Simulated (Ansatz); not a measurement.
Geometry relaxation, with input and output: Ti10O13 (part 2 of 2)

Ti10O13 (C2/m, 23 atoms in the cell); DFT r2SCAN, scalar-relativistic, plane waves, PAW, no spin polarisation (Ansatz 0.2.0); cutoff 500 eV, 10×10×4 k-mesh, Gaussian smearing of 0.1 eV. The structure derives from a Materials Project entry. It belongs to a series of runs on one base structure; here: the database's cell, atoms relaxed.

Geometry of the input (Å; fractional positions):
```
4.6371  -2.0652  0.0000
4.6371  2.0652  0.0000
-0.9071  0.0000  12.0390
Ti 0.1691  0.1691  0.5400
Ti 0.4495  0.4495  0.6258
Ti 0.5505  0.5505  0.3742
Ti 0.8309  0.8309  0.4600
Ti 0.6166  0.6166  0.1559
Ti 0.9368  0.9368  0.2314
Ti 0.6927  0.6927  0.9290
Ti 0.3073  0.3073  0.0710
Ti 0.0632  0.0632  0.7686
Ti 0.3834  0.3834  0.8441
O  0.9624  0.9624  0.6104
O  0.2607  0.2607  0.6962
O  0.6416  0.6416  0.5404
O  0.0376  0.0376  0.3896
O  0.3584  0.3584  0.4596
O  0.7393  0.7393  0.3038
O  0.1206  0.1206  0.1518
O  0.4191  0.4191  0.2265
O  0.1857  0.1857  0.9201
O  0.5000  0.5000  0.0000
O  0.8143  0.8143  0.0799
O  0.5809  0.5809  0.7735
O  0.8794  0.8794  0.8482
```

Output, continued
```
  k-point 0: bands = ["-45.7778", "-45.7485", "-45.7275", "-45.6923", "-45.5472", "-45.5234", "-45.5131", "-45.4740", "-45.4411", "-45.4149", "-21.1966", "-21.1951", "-21.1718", "-21.1505", "-21.1283", "-21.1275", "-21.1171", "-21.0853", "-21.0709", "-21.0659", "-21.0572", "-21.0511", "-20.9538", "-20.9323", "-20.9223", "-20.8717", "-20.8628", "-20.8543", "-20.8306", "-20.7839", "-20.7273", "-20.7209", "-20.7157", "-20.6950", "-20.6723", "-20.6109", "-20.5999", "-20.5202", "-20.5168", "-20.4056", "-7.9799", "-7.5825", "-7.4904", "-7.1422", "-7.0980", "-7.0356", "-6.9956", "-6.8549", "-6.7166", "-6.5926", "-6.2370", "-6.2310", "-5.9591", "6.4868", "6.5241", "6.8132", "6.9756", "7.0296", "7.3016", "7.3598", "7.4022", "7.4849", "7.5214", "7.5513", "7.5603", "7.5751", "7.7210", "7.8038", "7.8773", "7.9716", "8.1012", "8.1435", "8.2255", "8.2447", "8.2612", "8.2758", "8.4649", "8.5196", "8.5610", "8.8740", "8.8881", "8.9458", "8.9611", "9.1623", "9.1758", "9.6700", "9.7944", "9.8652", "10.1697", "10.3191", "10.4142", "10.4188", "12.6710", "12.9303", "13.6807", "13.8064", "14.0506", "14.2499", "14.4072", "14.5968", "15.0496", "15.3721", "15.4188", "15.4421", "15.4440", "15.4874", "15.5803", "15.6156", "15.7754", "15.7828", "15.9777", "16.0355", "16.0392", "16.2573", "16.3352", "16.4543", "16.5041", "16.6986", "16.7488", "16.8604", "16.9216", "16.9424"]
  k-point 1: bands = ["-45.7778", "-45.7487", "-45.7272", "-45.6924", "-45.5473", "-45.5220", "-45.5146", "-45.4737", "-45.4412", "-45.4149", "-21.1992", "-21.1942", "-21.1672", "-21.1536", "-21.1279", "-21.1276", "-21.1145", "-21.0864", "-21.0745", "-21.0645", "-21.0584", "-21.0512", "-20.9396", "-20.9324", "-20.9221", "-20.8813", "-20.8735", "-20.8571", "-20.8270", "-20.7786", "-20.7327", "-20.7165", "-20.7131", "-20.6979", "-20.6670", "-20.6116", "-20.5999", "-20.5258", "-20.5111", "-20.4070", "-7.9491", "-7.7026", "-7.3801", "-7.1469", "-7.1202", "-7.0150", "-6.9976", "-6.8698", "-6.7088", "-6.5971", "-6.2432", "-6.2257", "-5.9592", "6.4712", "6.6215", "6.8293", "6.9601", "7.0296", "7.1888", "7.2219", "7.3969", "7.5123", "7.5495", "7.5734", "7.5825", "7.5888", "7.7020", "7.8080", "7.8448", "7.9934", "8.1082", "8.1373", "8.1889", "8.2206", "8.3296", "8.4310", "8.4423", "8.4864", "8.5963", "8.7370", "8.8578", "8.9920", "9.0017", "9.1415", "9.4092", "9.5205", "9.8506", "9.8799", "10.0949", "10.3205", "10.3689", "10.4153", "12.4661", "13.2214", "13.6949", "13.8356", "14.0325", "14.2143", "14.3330", "14.4925", "15.1857", "15.3070", "15.4257", "15.4401", "15.4492", "15.5273", "15.5343", "15.6358", "15.7659", "15.8319", "15.8654", "16.0590", "16.1618", "16.3340", "16.3825", "16.4227", "16.5439", "16.6027", "16.7727", "16.8482", "16.8820", "16.9425"]
  k-point 2: bands = ["-45.7777", "-45.7490", "-45.7270", "-45.6924", "-45.5475", "-45.5194", "-45.5173", "-45.4734", "-45.4413", "-45.4149", "-21.1981", "-21.1976", "-21.1609", "-21.1553", "-21.1277", "-21.1266", "-21.1193", "-21.0852", "-21.0751", "-21.0615", "-21.0613", "-21.0520", "-20.9325", "-20.9219", "-20.9155", "-20.9028", "-20.8819", "-20.8594", "-20.8238", "-20.7745", "-20.7362", "-20.7140", "-20.7096", "-20.7012", "-20.6621", "-20.6124", "-20.5999", "-20.5287", "-20.5079", "-20.4085", "-7.8895", "-7.8060", "-7.3056", "-7.1634", "-7.1362", "-7.0035", "-6.9904", "-6.8891", "-6.7002", "-6.6023", "-6.2470", "-6.2229", "-5.9593", "6.4772", "6.7517", "6.8343", "6.9233", "7.0296", "7.0471", "7.1771", "7.3288", "7.5226", "7.5422", "7.5450", "7.5865", "7.6147", "7.8183", "7.8710", "7.8971", "7.9347", "7.9726", "8.1633", "8.2049", "8.2416", "8.3514", "8.3968", "8.4592", "8.5228", "8.6291", "8.6352", "8.7940", "9.0909", "9.1154", "9.2967", "9.3373", "9.4446", "9.8981", "9.9188", "9.9501", "10.3247", "10.3275", "10.4181", "12.3547", "13.4302", "13.8652", "13.8769", "13.9264", "14.0294", "14.1921", "14.5759", "15.2080", "15.2676", "15.4255", "15.4585", "15.4820", "15.5351", "15.5939", "15.6412", "15.6510", "15.7790", "15.9311", "16.1495", "16.2037", "16.3655", "16.3907", "16.4792", "16.5315", "16.5844", "16.8078", "16.8279", "16.8379", "16.8885"]
  k-point 116: bands = ["-45.7655", "-45.7426", "-45.7313", "-45.6932", "-45.5349", "-45.5273", "-45.5129", "-45.4735", "-45.4511", "-45.4285", "-21.2287", "-21.2056", "-21.1823", "-21.1814", "-21.1716", "-21.1270", "-21.1154", "-21.0655", "-21.0343", "-21.0246", "-21.0013", "-20.9932", "-20.9649", "-20.9553", "-20.9271", "-20.8494", "-20.8383", "-20.8325", "-20.7993", "-20.7856", "-20.7803", "-20.7391", "-20.7222", "-20.7021", "-20.6809", "-20.6181", "-20.6154", "-20.5962", "-20.4538", "-20.4357", "-7.5673", "-7.3395", "-7.3212", "-7.2990", "-7.2154", "-7.1245", "-7.0331", "-7.0095", "-6.5189", "-6.5083", "-6.4787", "-6.4330", "-6.0725", "6.5441", "6.6621", "6.7264", "6.8252", "7.0164", "7.0626", "7.0748", "7.0873", "7.2547", "7.3114", "7.4177", "7.6150", "7.6604", "7.8232", "7.8691", "7.9280", "8.1909", "8.2093", "8.3655", "8.5832", "8.6527", "8.7125", "8.7406", "8.7470", "8.8670", "8.9216", "8.9649", "9.0915", "9.1136", "9.2104", "9.2537", "9.2567", "9.3614", "9.4200", "9.5613", "9.5898", "9.9876", "10.1131", "10.2749", "12.5838", "12.8437", "13.0653", "13.0751", "13.1907", "13.2886", "13.6213", "14.0489", "15.1212", "15.2930", "15.3070", "15.3554", "15.4988", "15.6043", "16.0033", "16.0053", "16.2230", "16.2533", "16.2905", "16.3437", "16.3911", "16.4551", "16.5010", "16.6044", "16.6061", "16.7338", "16.8436", "16.8782", "16.9814", "17.0164"]
--- Relaxed structure (4 steps of the walk, 4 accepted, 0 SCFs on fresh bases) ---
  F+E_penalty+E_count = -32470.57724196 eV   max|allowed force component| = 5.937e-3 eV/Å
  atoms:
    - { symbol: Ti, position: [0.16948361880641355, 0.16948361880641355, 0.5401196643170598] }
    - { symbol: Ti, position: [0.44868243688366977, 0.44868243688366977, 0.6257311653488723] }
    - { symbol: Ti, position: [0.5513175631163303, 0.5513175631163303, 0.3742688346511279] }
    - { symbol: Ti, position: [0.8305163811935866, 0.8305163811935866, 0.45988033568294034] }
    - { symbol: Ti, position: [0.6168147655366496, 0.6168147655366496, 0.1562224521722927] }
    - { symbol: Ti, position: [0.93674673415903, 0.93674673415903, 0.23051779245987652] }
    - { symbol: Ti, position: [0.6921703382131534, 0.6921703382131534, 0.9287172244803004] }
    - { symbol: Ti, position: [0.30782966178684673, 0.30782966178684673, 0.07128277551969989] }
    - { symbol: Ti, position: [0.06325326584096996, 0.06325326584096996, 0.7694822075401238] }
    - { symbol: Ti, position: [0.38318523446335057, 0.38318523446335057, 0.8437775478277075] }
    - { symbol: O, position: [0.9631589271363561, 0.9631589271363561, 0.6107854627081873] }
    - { symbol: O, position: [0.2604109027683724, 0.2604109027683724, 0.6962984122278141] }
    - { symbol: O, position: [0.6413984686430311, 0.6413984686430311, 0.5399754181636413] }
    - { symbol: O, position: [0.036841072863644, 0.036841072863644, 0.3892145372918128] }
    - { symbol: O, position: [0.35860153135696904, 0.35860153135696904, 0.4600245818363589] }
    - { symbol: O, position: [0.7395890972316276, 0.7395890972316276, 0.30370158777218614] }
    - { symbol: O, position: [0.12097077690011734, 0.12097077690011734, 0.15191117326351383] }
    - { symbol: O, position: [0.4201256819003711, 0.4201256819003711, 0.22664899909764946] }
    - { symbol: O, position: [0.18623085297862613, 0.18623085297862613, 0.920460414476542] }
    - { symbol: O, position: [0.5, 0.5, 2.34931819039739e-21] }
    - { symbol: O, position: [0.8137691470213738, 0.8137691470213738, 0.07953958552345816] }
    - { symbol: O, position: [0.579874318099629, 0.579874318099629, 0.7733510009023506] }
    - { symbol: O, position: [0.8790292230998829, 0.8790292230998829, 0.8480888267364864] }
```

Trajectory as extended XYZ (Å, eV, eV/Å), 4 frames, from step=1 to step=4
```
23
Lattice="4.6371 -2.0652 0.0000 4.6371 2.0652 0.0000 -0.9071 0.0000 12.0390" Properties=species:S:1:pos:R:3:forces:R:3 step=1 energy=-32470.57365
Ti    1.0787    0.0000    6.5011    0.0555   0.0000   0.0326
Ti    3.6007    0.0000    7.5346   -0.0669   0.0000  -0.0048
Ti    4.7663    0.0000    4.5045    0.0669   0.0000   0.0048
Ti    7.2883    0.0000    5.5379   -0.0555   0.0000  -0.0326
Ti    5.5768    0.0000    1.8773   -0.0127   0.0000   0.0408
Ti    8.4780    0.0000    2.7862   -0.0138   0.0000  -0.0724
Ti    5.5815    0.0000   11.1838   -0.0122   0.0000  -0.0059
Ti    2.7856    0.0000    0.8552    0.0122   0.0000   0.0059
Ti   -0.1109    0.0000    9.2529    0.0138   0.0000   0.0724
Ti    2.7903    0.0000   10.1617    0.0127   0.0000  -0.0408
O     8.3717    0.0000    7.3485    0.0532   0.0000   0.0362
O     1.7863    0.0000    8.3815    0.0184   0.0000  -0.0195
O     5.4598    0.0000    6.5064    0.0193   0.0000  -0.0880
O    -0.0047    0.0000    4.6906   -0.0532   0.0000  -0.0362
O     2.9073    0.0000    5.5326   -0.0193   0.0000   0.0880
O     6.5807    0.0000    3.6575   -0.0184   0.0000   0.0195
O     0.9805    0.0000    1.8275   -0.0077   0.0000   0.0198
O     3.6818    0.0000    2.7263    0.0904   0.0000   0.0077
O     0.8880    0.0000   11.0774    0.0490   0.0000  -0.0055
O     4.6371    0.0000    0.0000    0.0000   0.0000   0.0000
O     7.4791    0.0000    0.9617   -0.0490   0.0000   0.0055
O     4.6852    0.0000    9.3127   -0.0904   0.0000  -0.0077
O     7.3866    0.0000   10.2116    0.0077   0.0000  -0.0198
23
Lattice="4.6371 -2.0652 0.0000 4.6371 2.0652 0.0000 -0.9071 0.0000 12.0390" Properties=species:S:1:pos:R:3:forces:R:3 step=2 energy=-32470.57591
Ti    1.0795    0.0000    6.5006    0.0382   0.0000   0.0274
Ti    3.5991    0.0000    7.5349   -0.0518   0.0000  -0.0093
Ti    4.7680    0.0000    4.5042    0.0518   0.0000   0.0093
Ti    7.2876    0.0000    5.5384   -0.0382   0.0000  -0.0274
Ti    5.5775    0.0000    1.8783   -0.0073   0.0000   0.0338
Ti    8.4773    0.0000    2.7825   -0.0042   0.0000  -0.0486
Ti    5.5803    0.0000   11.1826   -0.0110   0.0000  -0.0021
Ti    2.7867    0.0000    0.8564    0.0110   0.0000   0.0021
Ti   -0.1102    0.0000    9.2565    0.0042   0.0000   0.0486
Ti    2.7895    0.0000   10.1607    0.0073   0.0000  -0.0338
O     8.3746    0.0000    7.3508    0.0284   0.0000   0.0167
O     1.7855    0.0000    8.3811    0.0123   0.0000  -0.0072
O     5.4588    0.0000    6.5031    0.0150   0.0000  -0.0440
O    -0.0076    0.0000    4.6882   -0.0284   0.0000  -0.0167
O     2.9082    0.0000    5.5360   -0.0150   0.0000   0.0440
O     6.5815    0.0000    3.6579   -0.0123   0.0000   0.0072
O     0.9817    0.0000    1.8290   -0.0064   0.0000   0.0060
O     3.6860    0.0000    2.7262    0.0363   0.0000   0.0111
O     0.8907    0.0000   11.0786    0.0136   0.0000  -0.0006
O     4.6371    0.0000    0.0000    0.0000   0.0000   0.0000
O     7.4763    0.0000    0.9605   -0.0136   0.0000   0.0006
O     4.6811    0.0000    9.3128   -0.0363   0.0000  -0.0111
O     7.3854    0.0000   10.2100    0.0064   0.0000  -0.0060
23
Lattice="4.6371 -2.0652 0.0000 4.6371 2.0652 0.0000 -0.9071 0.0000 12.0390" Properties=species:S:1:pos:R:3:forces:R:3 step=3 energy=-32470.57715
Ti    1.0813    0.0000    6.5017    0.0052   0.0000   0.0076
Ti    3.5946    0.0000    7.5340   -0.0052   0.0000  -0.0099
Ti    4.7725    0.0000    4.5051    0.0052   0.0000   0.0099
Ti    7.2858    0.0000    5.5374   -0.0052   0.0000  -0.0076
Ti    5.5784    0.0000    1.8806   -0.0001   0.0000   0.0058
Ti    8.4774    0.0000    2.7768    0.0082   0.0000  -0.0125
Ti    5.5781    0.0000   11.1810   -0.0116   0.0000  -0.0003
Ti    2.7889    0.0000    0.8580    0.0116   0.0000   0.0003
Ti   -0.1103    0.0000    9.2622   -0.0082   0.0000   0.0125
Ti    2.7886    0.0000   10.1585    0.0001   0.0000  -0.0058
O     8.3778    0.0000    7.3532    0.0040   0.0000  -0.0008
O     1.7839    0.0000    8.3818    0.0028   0.0000   0.0067
O     5.4586    0.0000    6.5003   -0.0012   0.0000   0.0041
O    -0.0108    0.0000    4.6859   -0.0040   0.0000   0.0008
O     2.9085    0.0000    5.5388    0.0012   0.0000  -0.0041
O     6.5832    0.0000    3.6573   -0.0028   0.0000  -0.0067
O     0.9832    0.0000    1.8293   -0.0015   0.0000  -0.0003
O     3.6902    0.0000    2.7281   -0.0069   0.0000   0.0014
O     0.8924    0.0000   11.0810   -0.0033   0.0000  -0.0021
O     4.6371    0.0000    0.0000    0.0000   0.0000   0.0000
O     7.4747    0.0000    0.9581    0.0033   0.0000   0.0021
O     4.6768    0.0000    9.3109    0.0069   0.0000  -0.0014
O     7.3839    0.0000   10.2098    0.0015   0.0000   0.0003
23
Lattice="4.6371 -2.0652 0.0000 4.6371 2.0652 0.0000 -0.9071 0.0000 12.0390" Properties=species:S:1:pos:R:3:forces:R:3 step=4 energy=-32470.57724
Ti    1.0819    0.0000    6.5025    0.0020   0.0000   0.0038
Ti    3.5936    0.0000    7.5332    0.0022   0.0000  -0.0050
Ti    4.7735    0.0000    4.5058   -0.0022   0.0000   0.0050
Ti    7.2852    0.0000    5.5365   -0.0020   0.0000  -0.0038
Ti    5.5787    0.0000    1.8808    0.0005   0.0000   0.0028
Ti    8.4784    0.0000    2.7752    0.0046   0.0000  -0.0015
Ti    5.5769    0.0000   11.1809   -0.0059   0.0000  -0.0015
Ti    2.7902    0.0000    0.8582    0.0059   0.0000   0.0015
Ti   -0.1114    0.0000    9.2638   -0.0046   0.0000   0.0015
Ti    2.7883    0.0000   10.1583   -0.0005   0.0000  -0.0028
O     8.3784    0.0000    7.3533    0.0003   0.0000  -0.0001
O     1.7835    0.0000    8.3828    0.0006   0.0000   0.0013
O     5.4586    0.0000    6.5008   -0.0019   0.0000   0.0036
O    -0.0114    0.0000    4.6858   -0.0003   0.0000   0.0001
O     2.9084    0.0000    5.5383    0.0019   0.0000  -0.0036
O     6.5836    0.0000    3.6563   -0.0006   0.0000  -0.0013
O     0.9841    0.0000    1.8289   -0.0038   0.0000   0.0001
O     3.6907    0.0000    2.7286   -0.0026   0.0000  -0.0001
O     0.8922    0.0000   11.0815   -0.0025   0.0000  -0.0014
O     4.6371    0.0000    0.0000    0.0000   0.0000   0.0000
O     7.4749    0.0000    0.9576    0.0025   0.0000   0.0014
O     4.6763    0.0000    9.3104    0.0026   0.0000   0.0001
O     7.3830    0.0000   10.2102    0.0038   0.0000  -0.0001
```

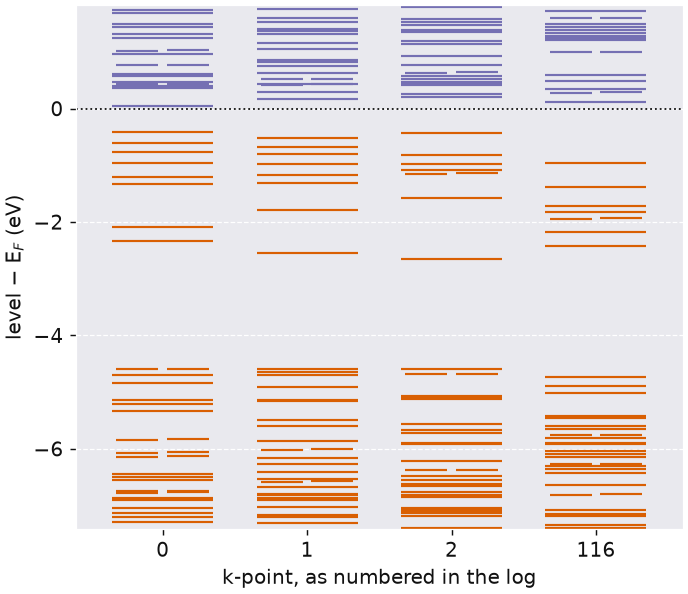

**Figure 1.** Kohn–Sham levels near the Fermi level (dotted) at the few k-points that the log prints; levels within 0.02 eV of each other stand side by side. The system is metallic on the full mesh.
